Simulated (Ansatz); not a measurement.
## Electronic structure of SiNi$_{3}$ in real space

Input file:

```
crystal:
  lattice:
    - [3.46124576, 0.0, 0.0]
    - [0.0, 3.46124576, 0.0]
    - [0.0, 0.0, 6.9224915201]
  atoms:
    - { symbol: Si, position: [0.0, 0.0, 0.5] }
    - { symbol: Si, position: [0.0, 0.0, 0.0] }
    - { symbol: Ni, position: [0.0, 0.5, 0.2565005497] }
    - { symbol: Ni, position: [0.0, 0.5, 0.7565005497] }
    - { symbol: Ni, position: [0.5, 0.0, 0.2434994503] }
    - { symbol: Ni, position: [0.5, 0.0, 0.7434994503] }
    - { symbol: Ni, position: [0.5, 0.5, 0.0] }
    - { symbol: Ni, position: [0.5, 0.5, 0.5] }
basis:
  ecutwfc: 420
kpoints:
  mp_grid: { grid: [14, 14, 8] }
hamiltonian:
  xc: pbesol
scf:
  occupations: { method: gaussian, width: 0.15 }
output:
  forces: true
  stress: true
  eigenvalues: true
  write_density: true
  write_potential: true
  elf: true
  volumetric_format: npy
```

Run with:

```sh
ansatz run input.yaml --threads 2 --pin off --max-ram 5120MiB --backend cpu --events-out ev --progress --plain --runs-dir out
```

Space group P-4m2; not relaxed (largest force 0.4 eV/Å); computed without spin polarisation.

Level of theory: DFT PBEsol, scalar-relativistic, plane waves, PAW in Ansatz.

Core electrons are frozen (PAW), and the valence fields are smoothed inside the atomic spheres.

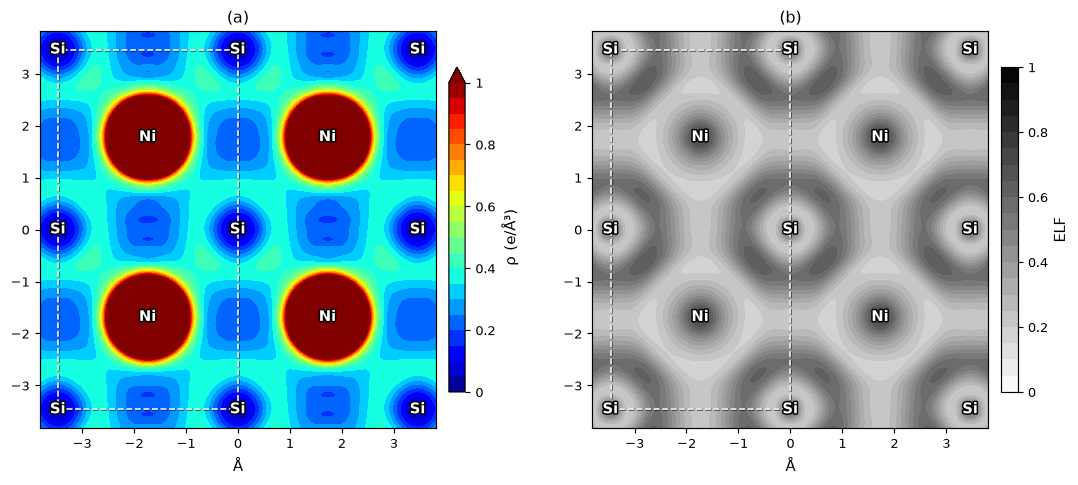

Figure 1. (a) valence charge density (pseudo); (b) electron localisation function on the (100) plane of the calculation cell.

### What does the map show?

The plane passes through Si and Ni nuclei.
Si–Ni (2.42 Å): ρ at the midpoint is about 0.4 e/Å³; the ELF peaks at about 0.65 in the valence shell of Si, 0.9 Å from its nucleus, and is about 0.45 at the midpoint.
Si–Ni (2.48 Å): ρ at the midpoint is about 0.36 e/Å³; the ELF peaks at about 0.60 in the valence shell of Si, 0.9 Å from its nucleus, and is about 0.40 at the midpoint.
Between the atoms the lowest density in this plane is 0.18 e/Å³.
The features right at Ni lie inside the PAW spheres, where the map follows smoothed inner orbitals and isn't to be read closely.

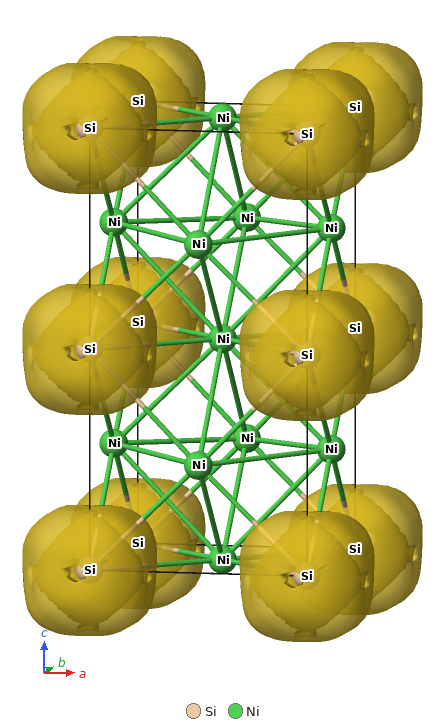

Figure 2. Isosurface of the ELF at 0.55 (yellow), seen slightly off an axis. Only the valence region is drawn (cores and ρ < 0.01 e/Å³ removed). Sticks mark near contacts.

### What do the ELF domains correspond to?

The ELF exceeds this value in two regions wrapped around Si (the valence shell of each), counted in one cell of 8 atoms. Regions shared between cells count once. Profiles from the grid: Ni–Ni (2.42 Å): the ELF is about 0.25 at the midpoint: no localised pair shows between them.

### Does the calculation make it a metal, or give it a gap?

It is gapless in this calculation (a metal or semimetal).
